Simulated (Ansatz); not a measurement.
## Geometry relaxation of Sn$_{4}$O (part 2 of 2)

The same run, continued: Sn$_{4}$O (slab, 5 atoms in the cell); DFT PBEsol, scalar-relativistic, plane waves, PAW, no spin polarisation (Ansatz 0.2.0); cutoff 420 eV, 9×9×1 k-mesh, Gaussian smearing of 0.1 eV. The structure derives from an entry of the Crystallography Open Database. The input holds or restrains some coordinates. Forces given for the steps count only the free coordinates. It belongs to a series of runs on one base structure; here: O put at a bridge Sn-Sn site.

Geometry of the input (Å; fractional positions):
```
3.4135  0.0000  0.0000
0.3483  3.3957  0.0000
0.0000  0.0000  25.8617
Sn 0.5000  0.5000  0.3287
Sn 0.0000  0.0000  0.4171
Sn 0.5000  0.5000  0.5112
Sn 0.0000  0.0000  0.5944
O  -0.0000  0.5000  0.6385
```

```
WARN: The output density's exchange-correlation potential varies sharply where the density is thin. Do not read a vacuum level from v_tot or v_xc, or from such a field of the output density. On a cell that repeats whose density bears no net charge and no dipole along the vacuum's axis use v_es (v_loc + v_h of the components); under efield.dipole_correction with no amplitude use v_es + v_field, which holds any external_charges[].barrier, or the levels of the report's work_function block, which leave it out; under a non-zero efield.amplitude the vacuum is tilted and has no level; on a cell that repeats and bears such a dipole with no correction it is tilted too, and efield.dipole_correction with no amplitude gives each side of its ramp a level where efield: is served; in a cell that repeats whose density bears a net charge (total_charge, or a fill off its count) it is curved and has none; of a slab under crystal.periodic whose density bears no net charge use v_es, which has a level on each side, short of where the two are joined; of another it falls or rises all the way out and has none; of a slab beside external_charges read slab_vacuum_level instead, which it has where they leave it neutral. The grid or the basis barely resolves most such structure, and the values can differ between equally converged runs; as a rule a tighter scf.convergence.dr2_threshold does not remove it. Where the density itself ripples (under the LDA too) a higher basis.ecutwfc lessens it. The files hold the spikes' plane waves up to the density's cutoff. Files: v_tot_of_output_density and the like, and their columns of v_z.tsv (output.write_potential); v_xc_of_output_density and the like, and their columns of v_comp_z.tsv (output.write_potential_components). Measured: with its Gaussian average of σ = 0.25 Å subtracted twice, the exchange-correlation potential is over 0.1 eV at 3 of the grid points where the equally averaged density (valence and model cores) is under 1e-3 e/Å³, and 0.109 eV at the most among them, at an averaged density of 4.5e-7 e/Å³. See output.write_potential in the manual, Limitations
SCF converged after 8 iterations
Free energy (F): -24358.197489 eV
Harris-Foulkes:  -24358.197489 eV  (|F-HF|=2.55e-10)
Internal energy: -24358.183084 eV  (E = F + TS)
E sigma→0 (E₀):  -24358.190286 eV
Entropy (-TS):   -0.014405 eV (-2.881 meV/atom)
Fermi energy:    0.883446 eV
Dipole field:    D = -0.095327 V/Å  (p = -0.157922 e·Å, saw-weighted, corrected)
Work function:   Φ+ = 6.3930 eV   Φ− = 3.9277 eV
Levels:          The Fermi level and band energies are counted from a zero that moves with the ramp; work functions are not
--- Per-component energies (eV) ---
  E_band       = -929.479525
  E_kinetic    = 917.336264
  E_local      = -53368.275539  (includes V_loc(G=0)·N_el)
  E_nonlocal   = -74.226211
  E_hartree    = 26761.612825
  E_xc         = -1588.512311
  E_vxc        = -478.834389  (∫ρ·V_xc dr)
  E_paw        = -16408.803494  (= ΣΔE_a)
  E_vpaw       = -1448.114824  (= ΣTr[D̂ρ^β])
  E_aug_tail   = 0.002350  (compensation charges beyond the density's cutoff)
  E_efield     = 0.007527  (sawtooth field / dipole correction)
  E_vefield    = -0.593152  (∫n·V_field dr)
  E_ewald      = 19401.500859
  E_core_change = 1.174647  (= ΣΔE_core)
  E_smearing   = -0.014405  (= −TS)
  E_closure    = -0.000000  (closes the sum)
  Σ components = -24358.197489   (vs F -24358.197489, Δ=0.00e0)
--- Forces (eV/Å), atoms counted from 1 ---
  atom   1  Sn     0.00000000     0.00000000     0.16289418
  atom   2  Sn    -0.00000000     0.00000000    -0.16591785
  atom   3  Sn     0.00000000     0.00000000     0.00396250
  atom   4  Sn    -0.00000000     0.00000000    -0.00176561
  atom   5  O      0.00000000     0.00000000     0.00082376
  max |Σ_I F_I| component: 3.02e-6 eV/Å
--- Band table (eV; the first three rows and the last of 41) ---
  k-point 0: bands = ["-21.0169", "-20.8362", "-20.7740", "-20.7671", "-20.7443", "-20.7179", "-20.7117", "-20.7016", "-20.6888", "-20.6751", "-20.6447", "-20.6305", "-20.5929", "-20.5873", "-20.5852", "-20.5734", "-20.5645", "-20.5568", "-20.5129", "-20.5001", "-17.0059", "-10.0728", "-8.7241", "-6.7669", "-4.5839", "-3.0830", "-1.5405", "-1.4870", "-0.2362", "1.8908", "2.6807", "3.3707", "4.1445", "4.2067", "4.7972", "5.0271", "5.9058", "6.2789"]
  k-point 1: bands = ["-21.0022", "-20.8253", "-20.7702", "-20.7655", "-20.7361", "-20.7208", "-20.7136", "-20.7021", "-20.6790", "-20.6738", "-20.6462", "-20.6324", "-20.6222", "-20.5902", "-20.5748", "-20.5695", "-20.5598", "-20.5576", "-20.5198", "-20.5037", "-16.9368", "-9.9063", "-8.5695", "-6.6693", "-4.7042", "-3.3185", "-1.4597", "-1.4281", "-0.1047", "1.2436", "2.4250", "2.7423", "3.2162", "4.5281", "4.6002", "4.7262", "5.4951", "6.3144"]
  k-point 2: bands = ["-20.9789", "-20.8033", "-20.7664", "-20.7521", "-20.7293", "-20.7271", "-20.7182", "-20.6929", "-20.6748", "-20.6711", "-20.6575", "-20.6457", "-20.6235", "-20.5937", "-20.5772", "-20.5748", "-20.5604", "-20.5365", "-20.5198", "-20.5138", "-16.7564", "-9.4093", "-8.1274", "-6.5133", "-5.1004", "-3.4118", "-1.3934", "-1.2937", "-0.9857", "-0.0073", "1.2188", "2.2846", "3.4171", "3.6621", "4.8349", "5.0273", "5.1293", "5.9607"]
  k-point 40: bands = ["-20.9502", "-20.7881", "-20.7654", "-20.7486", "-20.7458", "-20.7039", "-20.6961", "-20.6874", "-20.6725", "-20.6492", "-20.6388", "-20.6276", "-20.6117", "-20.5905", "-20.5752", "-20.5706", "-20.5488", "-20.5433", "-20.5371", "-20.5286", "-16.7334", "-7.1514", "-6.2466", "-5.9554", "-5.1449", "-3.6760", "-3.3198", "-2.6126", "-2.0283", "-0.8876", "0.1571", "1.0482", "2.3063", "3.1638", "3.5952", "4.3536", "5.0811", "5.7493"]
--- Relaxed structure (3 steps of the walk, 3 accepted, 0 SCFs on fresh bases) ---
  F+E_penalty+E_count = -24358.19748870 eV   max|allowed force component| = 3.962e-3 eV/Å
  atoms:
    - { symbol: Sn, position: [0.4999999999999999, 0.49999999999999994, 0.3286709011] }
    - { symbol: Sn, position: [0.0, 0.0, 0.4171121904000001] }
    - { symbol: Sn, position: [0.4999999999999999, 0.49999999999999994, 0.5060180426685573] }
    - { symbol: Sn, position: [2.9019855548555552e-18, -2.268677184145107e-34, 0.5978538739621818] }
    - { symbol: O, position: [-6.938893903907228e-18, 0.49999999999999994, 0.6399899489061411] }
```

### Trajectory as extended XYZ (Å, eV, eV/Å), 3 frames, from step=1 to step=3
```
5
Lattice="3.4135 0.0000 0.0000 0.3483 3.3957 0.0000 0.0000 0.0000 25.8617" Properties=species:S:1:pos:R:3:forces:R:3 step=1 energy=-24358.13786
Sn    1.8809    1.6978    8.5000    0.0000   0.0000   0.2023
Sn    0.0000    0.0000   10.7872    0.0000   0.0000  -0.0614
Sn    1.8809    1.6978   13.2194    0.0000   0.0000  -0.5023
Sn    0.0000    0.0000   15.3723    0.0000   0.0000   0.8515
O     0.1742    1.6978   16.5123    0.0000   0.0000  -0.4898
5
Lattice="3.4135 0.0000 0.0000 0.3483 3.3957 0.0000 0.0000 0.0000 25.8617" Properties=species:S:1:pos:R:3:forces:R:3 step=2 energy=-24358.19684
Sn    1.8809    1.6978    8.5000    0.0000   0.0000   0.1682
Sn    0.0000    0.0000   10.7872    0.0000   0.0000  -0.1360
Sn    1.8809    1.6978   13.1072    0.0000   0.0000  -0.0283
Sn    0.0000    0.0000   15.4796    0.0000   0.0000   0.0838
O     0.1742    1.6978   16.5772    0.0000   0.0000  -0.0871
5
Lattice="3.4135 0.0000 0.0000 0.3483 3.3957 0.0000 0.0000 0.0000 25.8617" Properties=species:S:1:pos:R:3:forces:R:3 step=3 energy=-24358.19749
Sn    1.8809    1.6978    8.5000    0.0000   0.0000   0.1629
Sn    0.0000    0.0000   10.7872    0.0000   0.0000  -0.1659
Sn    1.8809    1.6978   13.0865    0.0000   0.0000   0.0040
Sn    0.0000    0.0000   15.4615    0.0000   0.0000  -0.0018
O     0.1742    1.6978   16.5513    0.0000   0.0000   0.0008
```

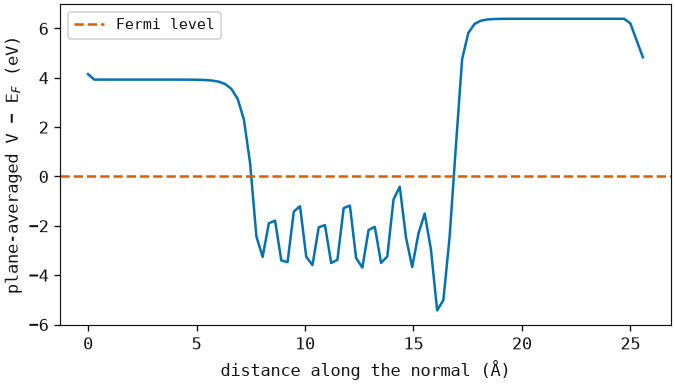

Figure 1. Plane average of the electrostatic potential energy of an electron across the cell, from the Fermi level. The vacuum level lies 6.39 eV above the Fermi level on the upper side and 3.93 eV on the lower.

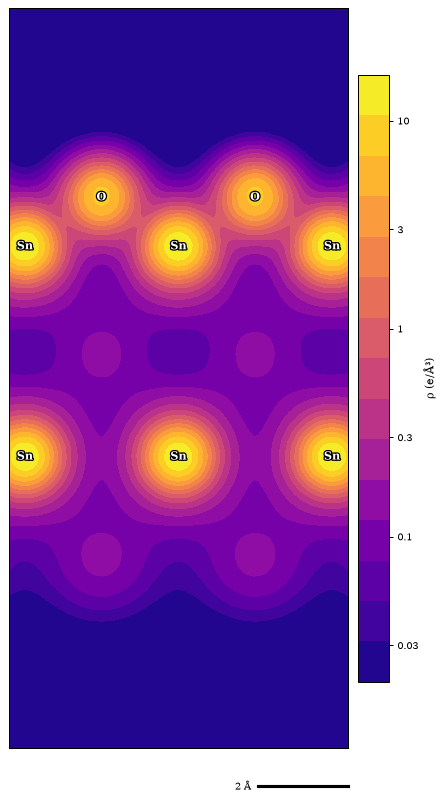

Figure 2. Valence charge density (pseudo) on the (100) plane of the calculation cell, a cut from vacuum to vacuum. Atoms in the plane: Sn and O. Sn–O (2.03 Å): ρ at the midpoint is about 0.73 e/Å³. The density dies away to nearly zero in the vacuum. In a PAW calculation such maps are meaningful between the atoms, not at the nuclei.

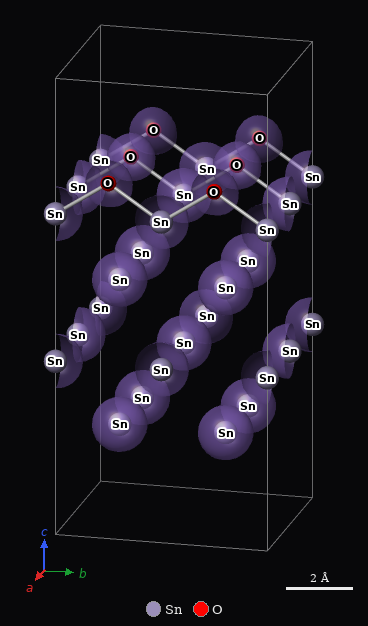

Figure 3. Isosurface of the valence pseudo-density at 1 e/Å³ (purple), seen slightly off an axis. Sticks mark near contacts. At this value the density breaks into separate islands; it holds about 65 % of the electrons treated as valence (semicore included). It is pinched off along the Sn–O (2.03 Å) contacts. On the grid the lowest density along these lines, outside the cores, is 0.73 e/Å³ (Sn–O, 2.03 Å).

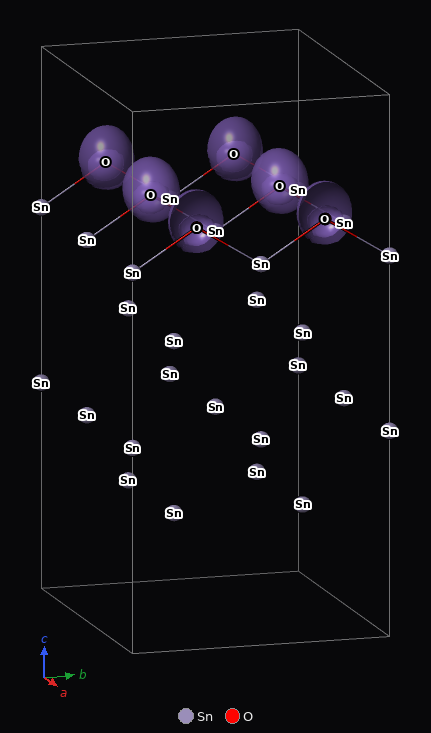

Figure 4. Isosurface of the ELF at 0.75 (purple), seen slightly off an axis. Core shells and regions of very low density are left out. Sticks mark near contacts. Values along the shortest contacts: Sn–O (2.03 Å): the ELF is about 0.25 at the midpoint (no shared pair; the contact is polar).

### Results in brief

```csv
quantity,value
outcome,converged under the restraints of the input
electrons treated,62
free energy,−24358.1975 eV
"work function, top face",6.39 eV
"work function, bottom face",3.93 eV
Fermi energy,0.883 eV
gap on the k-point mesh,none (metallic)
final volume,299.77 Å³
work function (upper face),6.39 eV
"largest force (length of the vector) at the end, held atoms and coordinates included",0.166 eV/Å
wall time,6.1 min
peak memory,0.69 GiB
```

### Remarks

Warnings of the run: the exchange-correlation potential is rough where the density is thin.
